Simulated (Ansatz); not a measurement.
CoO: single-point calculation

System: CoO (R3m, 4 atoms in the cell).
Method: DFT PBEsol, scalar-relativistic, plane waves, PAW, spin-polarised (Ansatz 0.2.0).

The structure derives from a Materials Project entry. Figures and captions count atoms from 1; the log counts them from 0 in places.

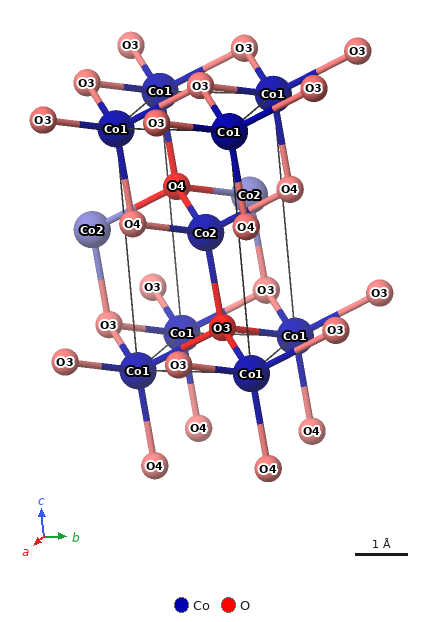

*The input geometry (ball-and-stick view of the reduced cell, seen slightly off an axis; neighbours outside the cell are drawn fainter; atoms are numbered from 1 in the order of the input). An atom can appear more than once, as a periodic image.*

Near neighbours in the periodic cell (some may lie outside the picture): Co has 4 O at 1.91 to 1.96 Å; O has 4 Co at 1.91 to 1.96 Å.

### Summary

```json
{"quantity": "outcome", "value": "converged"}
{"quantity": "space group (tolerance 0.01 Å)", "value": "R3m (160)"}
{"quantity": "electrons treated", "value": "46"}
{"quantity": "free energy", "value": "−11305.1778 eV"}
{"quantity": "Fermi energy", "value": "11.192 eV"}
{"quantity": "gap on the k-point mesh", "value": "none (metallic)"}
{"quantity": "net moment of the cell", "value": "0.00 μB"}
{"quantity": "integrated absolute moment", "value": "4.82 μB"}
{"quantity": "pressure", "value": "−9.83 GPa"}
{"quantity": "largest force (length of the vector)", "value": "0.109 eV/Å"}
{"quantity": "hardware", "value": "1 thread of Intel Xeon (Granite Rapids), 32 GiB of memory available, shared host"}
{"quantity": "wall time", "value": "2.5 min"}
{"quantity": "peak memory", "value": "1.6 GiB"}
```

### Notes

The cell is under a tension of 9.8 GPa at this level, so it is not at its equilibrium volume.

### Input file
```yaml
crystal:
  lattice:
    - [1.6022198417, 0.9250420569, 5.1329417806]
    - [-1.6022198417, 0.9250420569, 5.1329417806]
    - [0.0, -1.8500841138, 5.1329417806]
  atoms:
    - { symbol: Co, position: [0.99948773, 0.99948773, 0.99948773], spin: -2.21 }
    - { symbol: Co, position: [0.49949059, 0.49949059, 0.49949059], spin: 2.21 }
    - { symbol: O, position: [0.37549553, 0.37549553, 0.37549553], spin: -0.16 }
    - { symbol: O, position: [0.8755255, 0.8755255, 0.8755255], spin: 0.16 }
basis:
  ecutwfc: 420
kpoints:
  mp_grid: { grid: [18, 18, 18] }
hamiltonian:
  xc: pbesol
scf:
  occupations: { method: gaussian, width: 0.1 }
output:
  forces: true
  stress: true
  eigenvalues: true
  populations: true
  write_density: true
  write_potential: true
  elf: true
  volumetric_format: npy
magnetization:
  spin_polarized: true
```

Launched with:
```bash
ansatz run input.yaml --threads 1 --pin off --max-ram 2560MiB --backend cpu --events-out ev --progress --plain --runs-dir out
```

### The program's output
```
basis.fft_grid_basis auto: the FFT boxes are laid along the combinations [[1, -1, 0], [0, 1, 0], [0, -1, 1]] of the cell's own vectors, 3.204, 5.456 and 3.204 Å long. The dense box has 24×40×24 points. Along the cell's own vectors, as sized, it would have 40×40×40, 2.78 times as many. Of the 6 symmetry operations that the crystal satisfies within crystal.symmetry.tolerance (time reversal apart; of a slab, those that keep its plane) the dense box along the cell's own vectors carries 6, and the one as laid loses 4 of those. basis.fft_grid_basis: typed keeps the cell's own vectors: state it where this run's energies or levels are differenced outside the engine with another run's, or held beside a run that keeps those vectors. Those combinations have planes normal to reciprocal vector 3, as the cell's own vectors have. Each planar average written beside output.write_density, output.write_potential has a row for each plane of the box: 24. The volumetric files lie along those combinations, not along the cell's own vectors: a cube or XSF file states them, and fields.json those of NumPy files.
Engine: ansatz 0.2.0, x86_64-unknown-linux-gnu
Pseudopotentials: kind: paw
Pseudopotential: Co, paw, valence charge 17, recommended cutoff 420 eV (normal), Co.paw.azcp
Pseudopotential: O, paw, valence charge 6, recommended cutoff 420 eV (normal), O.paw.azcp
Functional definition: PBEsol
  exchange = pbesol_x
  correlation = pbesol_c
Crystal: 4 atoms, lattice volume = 45.646 Å³
Basis set: ecut = 420 eV, 911 PW (Γ), FFT grids on a1−a2, a2, −a2+a3, exchange–correlation on 48×80×48 points (8 copies of the dense FFT grid, shifted against one another)
Bands: 31, of which v1, the nominal top of the filled ones, is band 23 counted from 1 (22 counted from 0)
Symmetry: 6 space group operations
Space group: R3m (ITA 160), of the structure as read, at distance tolerance 3.6e-5 Å
Magnetic group: BNS 160.65 (UNI 1295), of the structure as read, at distance tolerance 3.6e-5 Å
k-points: 580 of 5832 (time reversal used)
Non-local potential: Co, projectors of the file, l = 0: 3, l = 1: 2, l = 2: 3, l = 3: 1
Non-local potential: O, projectors of the file, l = 0: 2, l = 1: 2, l = 2: 1
PAW form: soft (Blöchl's): semilocal exchange-correlation on the pseudo side does not see the compensation charge
PAW frozen core: Co, regenerated for the run's functional, and the local potential with it (the file was generated under x = pbe(κ = 0.804, μ = 0.2195149727645171), c = pbe(β = 0.06672455060314922))
PAW frozen core: O, regenerated for the run's functional, and the local potential with it (the file was generated under x = pbe(κ = 0.804, μ = 0.2195149727645171), c = pbe(β = 0.06672455060314922))
PAW one-centre angular grid: Co, 590 points (default); XC on 64 Gauss nodes
PAW one-centre angular grid: O, 110 points (default); XC on 64 Gauss nodes
Initial density: superposition of atomic densities (chi_scale 0.1, normalization cell, long waves kept (reshape's long-wave potential 0.00 eV rms))
Starting moments: Σ|m| = 4.74 μB on 4 of 4 sites
Starting magnetic order: compensated ferrimagnet; no operation exchanges its spin sublattices
Initial wavefunctions: pseudopotential atomic-orbital guess
Functional: x = pbesol(κ = 0.804, μ = 0.12345679012345678), c = pbesol(β = 0.046)
SCF iter   1: F=—  HF=-11302.167497 eV  |F-HF|=—  |Δ(HF+E_count)|=         —  Δρ=1.08e-1 (↑1.08e-1 ↓1.08e-1)  dr2=1.51e1  dr2_m=4.61e-1  M=0.000 μB ∫|m|=3.605 μB  β_m=0.30  ethr=3.10e-3  ⟨swp⟩=5.2  Hψ=130793  notcnv=0  defer=739
Mixer restart at iter 1: flushing history
preconditioner: auto → Kerker (q_TF=auto, 2.732 Å⁻¹)  [metal: Δε(μ)=0.001 eV  Ē_g=10.461 eV  σ=0.100 eV  W_gap=0.00  n_scr=16 (ndim 8)  ℏωp=30.1 eV  f_vac=0.000  D(μ)=5.72/eV (n_scr^D=90)]
spin=Collinear: Kerker preconditioning applied to the charge; magnetization (m = ρ↑ − ρ↓) channel mixes plain (no charge-response kernel on spin).
SCF iter   2: F=—  HF=-11302.559861 eV  |F-HF|=—  |Δ(HF+E_count)|=   3.92e-1  Δρ=4.39e-2 (↑4.39e-2 ↓4.38e-2)  dr2=2.90e0  dr2_m=1.04e-1  M=0.000 μB ∫|m|=3.883 μB  β_m=0.39  ethr=3.10e-3  ⟨swp⟩=3.0  Hψ=84011  notcnv=0  defer=2906
SCF iter   3: F=—  HF=-11303.831721 eV  |F-HF|=—  |Δ(HF+E_count)|=    1.27e0  Δρ=2.36e-2 (↑2.36e-2 ↓2.36e-2)  dr2=4.23e-1  dr2_m=9.00e-2  M=0.000 μB ∫|m|=4.271 μB  β_m=0.61  ethr=3.10e-3  ⟨swp⟩=2.2  Hψ=57651  notcnv=0  defer=2900
SCF iter   4: F=—  HF=-11304.787153 eV  |F-HF|=—  |Δ(HF+E_count)|=   9.55e-1  Δρ=2.30e-2 (↑2.30e-2 ↓2.30e-2)  dr2=2.36e-1  dr2_m=1.38e-1  M=0.000 μB ∫|m|=4.566 μB  β_m=0.58  ethr=9.20e-4  ⟨swp⟩=2.8  Hψ=63931  notcnv=0  defer=3042
SCF iter   5: F=—  HF=-11305.134335 eV  |F-HF|=—  |Δ(HF+E_count)|=   3.47e-1  Δρ=7.89e-3 (↑7.89e-3 ↓7.81e-3)  dr2=3.38e-2  dr2_m=1.61e-2  M=0.000 μB ∫|m|=4.748 μB  β_m=0.82  ethr=5.13e-4  ⟨swp⟩=2.0  Hψ=59622  notcnv=0  defer=3042
SCF iter   6: F=—  HF=-11305.174678 eV  |F-HF|=—  |Δ(HF+E_count)|=   4.03e-2  Δρ=4.15e-3 (↑4.15e-3 ↓3.90e-3)  dr2=9.75e-3  dr2_m=2.89e-3  M=0.001 μB ∫|m|=4.844 μB  β_m=0.91  ethr=7.34e-5  ⟨swp⟩=2.0  Hψ=77990  notcnv=0  defer=3224
SCF iter   7: F=—  HF=-11305.177204 eV  |F-HF|=—  |Δ(HF+E_count)|=   2.53e-3  Δρ=1.42e-3 (↑8.01e-4 ↓1.42e-3)  dr2=1.16e-3  dr2_m=1.41e-4  M=-0.002 μB ∫|m|=4.829 μB  β_m=0.95  ethr=2.12e-5  ⟨swp⟩=2.1  Hψ=48440  notcnv=0  defer=3224
SCF iter   8: F=—  HF=-11305.178063 eV  |F-HF|=—  |Δ(HF+E_count)|=   8.59e-4  Δρ=1.53e-3 (↑1.53e-3 ↓1.10e-3)  dr2=1.76e-3  dr2_m=2.93e-5  M=0.002 μB ∫|m|=4.824 μB  β_m=0.72  ethr=2.51e-6  ⟨swp⟩=2.0  Hψ=63669  notcnv=0  defer=3224
SCF iter   9: F=—  HF=-11305.177859 eV  |F-HF|=—  |Δ(HF+E_count)|=   2.03e-4  Δρ=2.99e-4 (↑2.07e-4 ↓2.99e-4)  dr2=3.21e-5  dr2_m=1.17e-5  M=-0.000 μB ∫|m|=4.823 μB  β_m=0.86  ethr=2.51e-6  ⟨swp⟩=2.7  Hψ=62159  notcnv=0  defer=3224
SCF iter  10: F=—  HF=-11305.177836 eV  |F-HF|=—  |Δ(HF+E_count)|=   2.34e-5  Δρ=7.34e-5 (↑6.73e-5 ↓7.34e-5)  dr2=7.12e-6  dr2_m=2.94e-7  M=0.000 μB ∫|m|=4.823 μB  β_m=0.89  ethr=6.99e-8  ⟨swp⟩=2.0  Hψ=60586  notcnv=0  defer=3224
SCF iter  11: F=—  HF=-11305.177839 eV  |F-HF|=—  |Δ(HF+E_count)|=   2.99e-6  Δρ=4.01e-5 (↑3.97e-5 ↓4.01e-5)  dr2=2.03e-6  dr2_m=1.59e-8  M=0.000 μB ∫|m|=4.823 μB  β_m=0.80  ethr=1.55e-8  ⟨swp⟩=2.3  Hψ=50962  notcnv=0  defer=3224
SCF iter  12: F=—  HF=-11305.177839 eV  |F-HF|=—  |Δ(HF+E_count)|=   3.25e-7  Δρ=1.36e-5 (↑1.36e-5 ↓1.17e-5)  dr2=1.16e-7  dr2_m=1.18e-8  M=0.000 μB ∫|m|=4.823 μB  β_m=0.80  ethr=4.41e-9  ⟨swp⟩=2.1  Hψ=54016  notcnv=0  defer=3224
SCF iter  13: F=—  HF=-11305.177839 eV  |F-HF|=—  |Δ(HF+E_count)|=   3.86e-8  Δρ=1.27e-5 (↑1.27e-5 ↓9.08e-6)  dr2=1.23e-7  dr2_m=9.25e-9  M=0.000 μB ∫|m|=4.823 μB  β_m=0.90  ethr=2.53e-10  ⟨swp⟩=2.1  Hψ=54825  notcnv=0  defer=3224
SCF iter  14: F=—  HF=-11305.177839 eV  |F-HF|=—  |Δ(HF+E_count)|=   1.74e-8  Δρ=5.05e-6 (↑5.05e-6 ↓4.50e-6)  dr2=3.52e-8  dr2_m=4.89e-10  M=0.000 μB ∫|m|=4.823 μB  β_m=0.90  ethr=2.53e-10  ⟨swp⟩=1.6  Hψ=41197  notcnv=0  defer=3224
SCF iter  15: F=-11305.177839 eV  HF=-11305.177839 eV  |F-HF|=9.41e-9  |Δ(HF+E_count)|=   2.64e-9  Δρ=3.24e-6 (↑2.68e-6 ↓3.24e-6)  dr2=1.15e-8  dr2_m=6.73e-10  M=0.000 μB ∫|m|=4.823 μB  ethr=7.65e-11  ⟨swp⟩=11.7  Hψ=227570  notcnv=0
SCF 1 converged in 15 iterations: F = -11305.177839 eV  dr2 = 1.15e-8
  greatest PAW one-centre occupation: 1.003 electrons in one spin orbital (limit 2), on the Co atom at site 1 (counted from 0), in its partial waves of l = 1
```

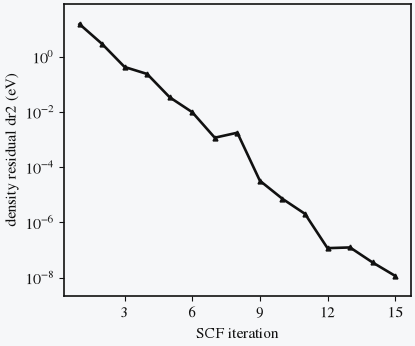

*Convergence of the self-consistent field: density residual dr2 against the SCF iteration.*

The residual falls almost steadily, with no more than small rises.

```
SCF converged after 15 iterations
Magnetization: 0.0001 μB (23.0001 up, 22.9999 down)
Absolute magnetization: 4.8226 μB (∫|ρ↑−ρ↓|, with the PAW one-centre terms)
Spin contamination: 2.3619 ħ² per cell (⟨S²⟩ above its minimum at these occupations)
Per-site moments (μB) at R_I (Å): [(-2.017330157741042, 0.7874100006093925), (2.0177970545269766, 0.7876185372767301), (-0.1510724613969763, 0.7876185372767301), (0.15100107557014839, 0.7874100006093925)]
Free energy (F): -11305.177839 eV
Harris-Foulkes:  -11305.177839 eV  (|F-HF|=9.41e-9)
Internal energy: -11305.169632 eV  (E = F + TS)
E sigma→0 (E₀):  -11305.173735 eV
Entropy (-TS):   -0.008207 eV (-2.052 meV/atom)
Fermi energy:    11.191961 eV
--- Per-component energies (eV) ---
  E_band       = -739.249932
  E_kinetic    = 1236.579987
  E_local      = -7741.970410  (includes V_loc(G=0)·N_el)
  E_nonlocal   = 1027.115619
  E_hartree    = 3187.546213
  E_xc         = -452.461665
  E_vxc        = -584.454370  (∫ρ·V_xc dr)
  E_paw        = -3275.022112  (= ΣΔE_a)
  E_vpaw       = -1051.617929  (= ΣTr[D̂ρ^β])
  E_aug_tail   = 0.005152  (compensation charges beyond the density's cutoff)
  E_ewald      = -5287.409829
  E_core_change = 0.447414  (= ΣΔE_core)
  E_smearing   = -0.008207  (= −TS)
  E_closure    = 0.000000  (closes the sum)
  Σ components = -11305.177839   (vs F -11305.177839, Δ=0.00e0)
--- Forces (eV/Å), atoms counted from 1 ---
  atom   1  Co     0.00000000    -0.00000000    -0.10394179
  atom   2  Co    -0.00000000    -0.00000000    -0.10698035
  atom   3  O      0.00000000     0.00000000     0.10877113
  atom   4  O      0.00000000     0.00000000     0.10214584
  max |Σ_I F_I| component: 5.17e-6 eV/Å
--- Stress (GPa, compression-positive) ---
       -9.247761      -0.000000       0.000000
        0.000000      -9.247761       0.000000
        0.000000       0.000000     -11.006298
  P = ⅓ Tr σ = -9.8339 GPa (-98.339 kbar)
--- Band table (eV; the first three rows and the last of 1160) ---
  k-point 0 ↑: bands = ["-85.1471", "-82.5819", "-48.7391", "-48.4808", "-48.4808", "-46.2096", "-45.9823", "-45.9823", "-8.9059", "-8.1637", "4.0541", "5.0284", "5.0284", "5.1312", "5.9131", "5.9131", "8.9993", "8.9993", "9.3399", "10.2344", "10.2344", "10.9741", "10.9741", "11.1681", "12.7556", "13.0576", "13.0576", "16.6722", "18.4046", "24.4419", "24.4419"]
  k-point 1 ↑: bands = ["-85.1470", "-82.5818", "-48.7391", "-48.4813", "-48.4809", "-46.2095", "-45.9828", "-45.9824", "-8.8890", "-8.1568", "4.0841", "4.9871", "5.0396", "5.1400", "5.8666", "5.9196", "8.9855", "8.9959", "9.3178", "10.2140", "10.2197", "10.8905", "10.9726", "11.3421", "12.7301", "13.0257", "13.0371", "16.7954", "18.4145", "24.1174", "24.4632"]
  k-point 2 ↑: bands = ["-85.1469", "-82.5817", "-48.7389", "-48.4826", "-48.4812", "-46.2093", "-45.9844", "-45.9828", "-8.8399", "-8.1373", "4.1712", "4.8726", "5.0720", "5.1646", "5.7410", "5.9378", "8.9353", "8.9870", "9.2597", "10.1621", "10.1806", "10.7733", "10.9656", "11.6984", "12.6704", "12.9403", "12.9765", "17.1383", "18.4448", "23.4067", "24.1792"]
  k-point 579 ↓: bands = ["-85.1473", "-82.5814", "-48.7393", "-48.4810", "-48.4810", "-46.2091", "-45.9819", "-45.9819", "-8.6737", "-8.4100", "4.2223", "4.6086", "5.0729", "5.0729", "5.9099", "5.9099", "8.8979", "8.8979", "9.8224", "10.0143", "10.0143", "11.2785", "11.2785", "11.9449", "13.0246", "13.0246", "13.6062", "14.0027", "21.4084", "21.6123", "24.8727"]
--- Löwdin populations: 4 sites ---
  site symbol       q [e]    m [muB]
     0     Co     15.9815    -2.1600
     1     Co     15.9816     2.1603
     2      O      6.8583    -0.2144
     3      O      6.8583     0.2143
  spilling = 0.006965 (of n_electrons = 46.000000)
```

### File populations.tsv
```
# site	symbol	l	j	q_up	q_dn
# orbitals = lowdin
# n_electrons = 46.000000
# spilling = 0.006965
0	Co	0_3S	-	0.996529	0.996291
0	Co	0_4S	-	0.232145	0.241469
0	Co	1_3P	-	2.998010	2.998822
0	Co	2_3D	-	2.684064	4.834135
1	Co	0_3S	-	0.996294	0.996532
1	Co	0_4S	-	0.241474	0.232163
1	Co	1_3P	-	2.998823	2.998011
1	Co	2_3D	-	4.834324	2.683949
2	O	0_2S	-	0.896687	0.918129
2	O	1_2P	-	2.425245	2.618236
3	O	0_2S	-	0.918110	0.896701
3	O	1_2P	-	2.618187	2.425283
```

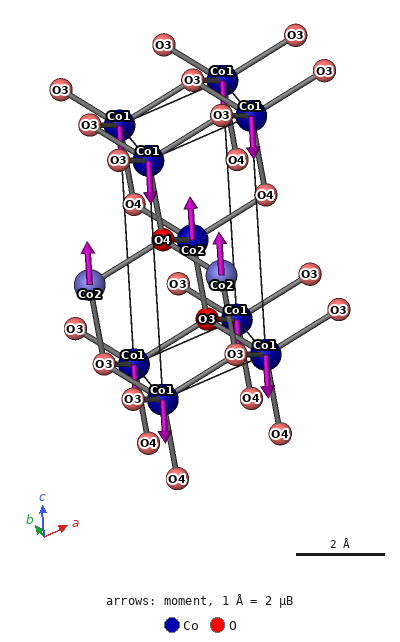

*Magnetic moments of the sites as pink arrows (ball-and-stick view of the reduced cell, seen slightly off an axis; neighbours outside the cell are drawn fainter; atoms are numbered from 1 in the order of the input); small moments hardly show. The run is collinear, so the axis drawn is arbitrary.*

Site moments: Co2 (2.02 μB); Co1 (−2.02 μB); O3 (−0.15 μB); O4 (0.15 μB). They are counted near the atoms and needn't add up to the moment of the cell.

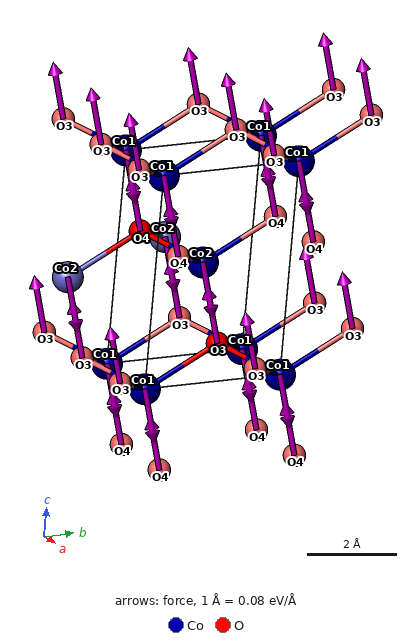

*Forces on the atoms as pink arrows (ball-and-stick view of the reduced cell, seen slightly off an axis; neighbours outside the cell are drawn fainter; atoms are numbered from 1 in the order of the input).*

The largest act on O3 (0.11 eV/Å); Co2 (0.11 eV/Å); Co1 (0.10 eV/Å); O4 (0.10 eV/Å). The geometry is not a stationary point of this energy.

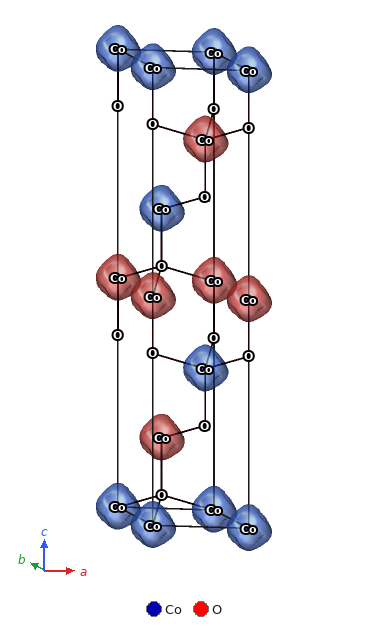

*Isosurfaces of the spin density at +0.3 (red) and −0.3 e/Å³ (blue), seen slightly off an axis. Sticks mark near contacts. The outline is the cell set on symmetry axes of the magnetic structure.*

The cell of the calculation (4 atoms) carries 0.0 μB net. In a PAW calculation such maps are meaningful between the atoms, not at the nuclei.

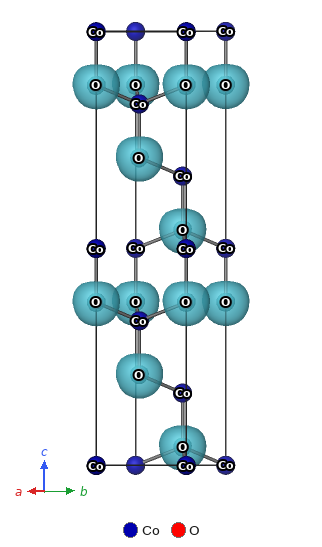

*Isosurface of the ELF at 0.65 (cyan), seen at an oblique angle. Core shells and regions of very low density are left out. Sticks mark near contacts. The outline is the cell set on symmetry axes of the magnetic structure.*

Profiles from the grid: Co–O (1.91 Å): the ELF is about 0.20 at the midpoint; a polar contact without a shared pair, in a metal. Co–O (1.96 Å): the ELF is about 0.15 at the midpoint (no shared pair; the contact is polar).
